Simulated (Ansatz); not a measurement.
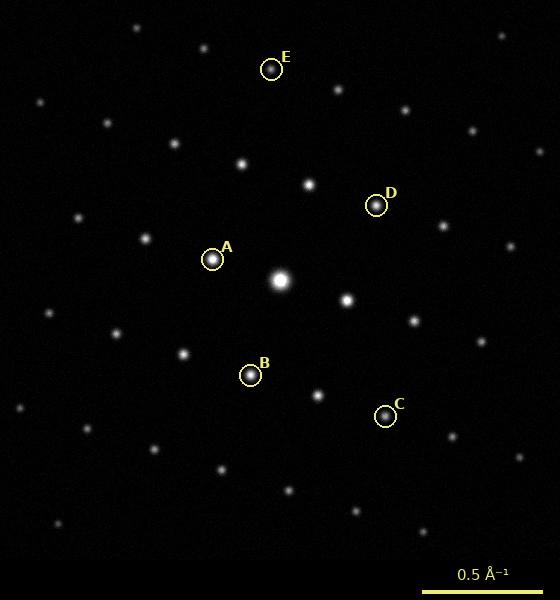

The pattern is a kinematic simulation for 200 kV electrons (no multiple scattering; isotropic B = 0.8 Å²). The zone axis points towards the electron source and the pattern is seen from the source side.

The sample is La, space group Pm-3m (No. 221), a = 3.386 Å. Structure: the geometry relaxed with DFT, RPBE, plane waves (420 eV) with PAW, scalar-relativistic in Ansatz; the starting structure was generated, so it need not be a known form of this composition.

```cif
data_structure
_symmetry_space_group_name_H-M 'Pm-3m'
_symmetry_Int_Tables_number 221
_cell_length_a 3.3859
_cell_length_b 3.3859
_cell_length_c 3.3859
_cell_angle_alpha 90.000
_cell_angle_beta 90.000
_cell_angle_gamma 90.000
_cell_volume 38.82
loop_
_atom_site_label
_atom_site_type_symbol
_atom_site_symmetry_multiplicity
_atom_site_Wyckoff_symbol
_atom_site_fract_x
_atom_site_fract_y
_atom_site_fract_z
_atom_site_occupancy
La1 La 1 a 0.00000 0.00000 0.00000 1
```

Spot A is indexed 0 0 -1 and spot B -1 1 0.

**Index the other marked spots.**

C = −2A + B = -1 1 2 (d = 1.382 Å). D = −A − B = 1 -1 1 (d = 1.955 Å). E = A − 2B = 2 -2 -1 (d = 1.129 Å).

**Give [uvw].**

The cross product of A and B is parallel to [110]; every spot obeys hu + kv + lw = 0.
